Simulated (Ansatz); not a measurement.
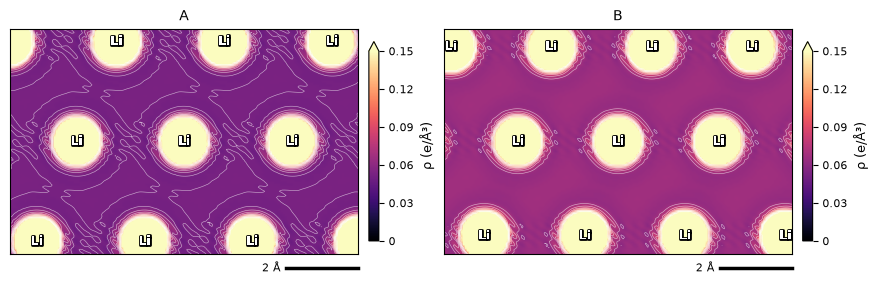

Li. The valence electron density of two cells that differ in size and shape, on the (011̄) plane of each (indices in the axes of the calculation cell), at one length scale and on one colour scale; one has 16.7 and the other 20.5 Å³ an atom.

Computed without spin polarisation.

These are results of DFT PBE, scalar-relativistic, plane waves, PAW (Ansatz 0.2.0), not measurements.

The larger cell:

```
Li
1.0
    -1.68000    1.68000    1.82000
     1.68000   -1.68000    1.82000
     1.68000    1.68000   -1.82000
Li
1
Cartesian
  0.0000 0.0000 0.0000
```

The smaller cell: a = 2.789 Å, b = 2.789 Å, c = 2.789 Å, α = 109.47°, β = 109.47°, γ = 109.47°.

Which is the denser cell? Describe the effect of the change.

Answer. Panel B is the smaller cell, by 19 % in volume. From the larger cell to the smaller, Li–Li goes from 2.99 to 2.79 Å, and the density at its midpoint from 0.05 to 0.06 e/Å³; the pressure goes from −0.2 to 3.7 GPa.
